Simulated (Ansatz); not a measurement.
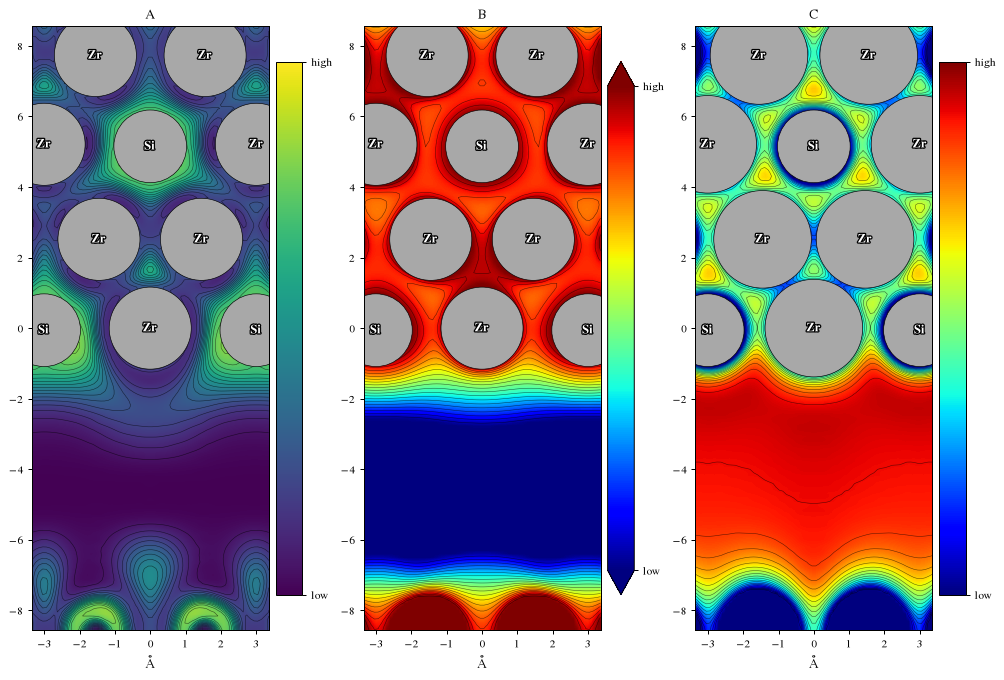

Zr3Si: 3 fields on the (100) plane of the conventional cell, with unlabelled colour scales. Grey discs cover the atomic cores.

Space group Pmma; a structure from a database of computed crystals, not necessarily the ambient phase; not relaxed (largest force 0.5 eV/Å); computed pressure about −3 GPa in this cell.

Computed with DFT PBEsol, scalar-relativistic, plane waves, PAW (Ansatz).

**Which field does each panel show? The fields are: electron localisation function, electrostatic potential energy of an electron and valence pseudo-density.**

Panel A: electron localisation function. Panel B: valence pseudo-density. Panel C: electrostatic potential energy of an electron (low next to the atoms, rising into the space between them). From the grid: Zr–Zr (2.91 Å): the density is about 0.26 e/Å³ at the midpoint; the ELF is about 0.25 at the midpoint (no shared electron pair shows on this line). Zr–Zr (3.11 Å): the density is about 0.21 e/Å³ at the midpoint; the ELF is about 0.25 at the midpoint; no localised pair shows between them.
